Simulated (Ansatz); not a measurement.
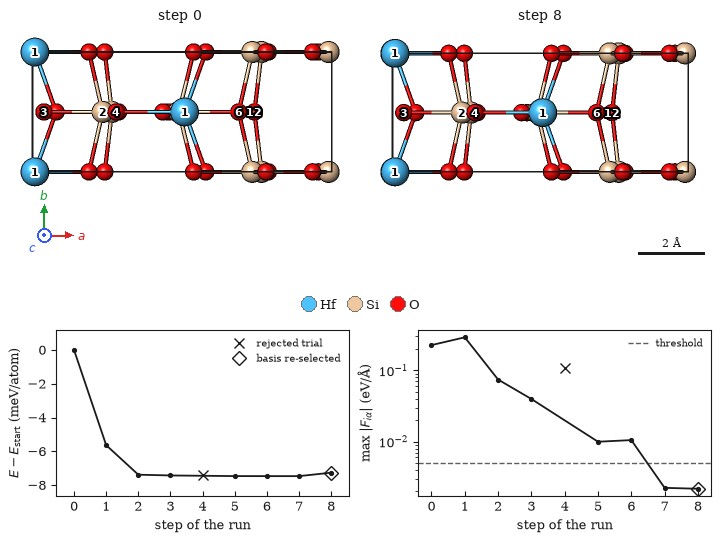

First and last geometry of a relaxation of a crystal of HfSi3O8 (built on the anatase host type), with the history of the run. Style: ball-and-stick. Shown: the conventional cell (2 times the calculation's cell), along the c axis. Lengths and directions refer to the drawn axes.

Method: DFT, r2SCAN, plane waves, PAW (Ansatz 0.2.0). Set-up: plane-wave cutoff 500 eV; k-point mesh 8 × 8 × 4; occupations fermi dirac; smearing width 0.02 eV; no spin polarisation; cell and atoms relaxed; force threshold 0.005 eV/Å.

**Did the run converge, and what did it change?**

It converged. Over 6 accepted moves (8 points after the start) the energy falls by 7.3 meV per atom. Largest force component: 0.23 eV/Å at the start, 0.0022 eV/Å at the end. The pressure goes from −7.19 to 0.03 GPa. The line search rejected the trial step at point 4 of the run. The SCF was repeated once at an unchanged geometry on a basis and grid sized afresh for the cell, which shifted the energy by 0.2 meV per atom at most. An O atom moves most relative to the cell: 0.016 Å along [−2 0 −1]. By element the largest moves are O 0.016 Å, Si 0.009 Å, Hf 0.009 Å. The volume changes by −3.2 %, with a 9.799 → 9.672 Å (−1.3 %), b 3.666 → 3.625 Å (−1.1 %), c 7.300 → 7.235 Å (−0.9 %). Near-neighbour distances that change, for instance: O–Si 1.876 → 1.847 Å, O–Si 1.887 → 1.864 Å, O–Si 1.763 → 1.740 Å, O–Si 1.803 → 1.781 Å. The space group stays Cm (No. 8). Cost: 29 s on 1 × NVIDIA H100 80GB HBM3 with 2 threads of AMD EPYC 7R13 Processor (Zen 3), with other jobs on the host, peak memory 1.3 GiB.

| step | E − E(0), meV/atom | largest force component, eV/Å | pressure, GPa | volume, Å³/atom | note |
| --- | --- | --- | --- | --- | --- |
| 0 | 0.00 | 0.2270 | -7.19 | 10.209 |  |
| 1 | -5.63 | 0.2920 | -3.07 | 10.026 |  |
| 2 | -7.38 | 0.0745 | 0.17 | 9.885 |  |
| 3 | -7.43 | 0.0397 | 0.06 | 9.886 |  |
| 4 | -7.41 | 0.1095 | -0.01 | 9.881 | rejected |
| 5 | -7.47 | 0.0100 | -0.01 | 9.884 |  |
| 6 | -7.47 | 0.0105 | 0.00 | 9.883 |  |
| 7 | -7.47 | 0.0022 | 0.00 | 9.883 |  |
| 8 | -7.26 | 0.0022 | 0.03 | 9.883 | same geometry, new basis |
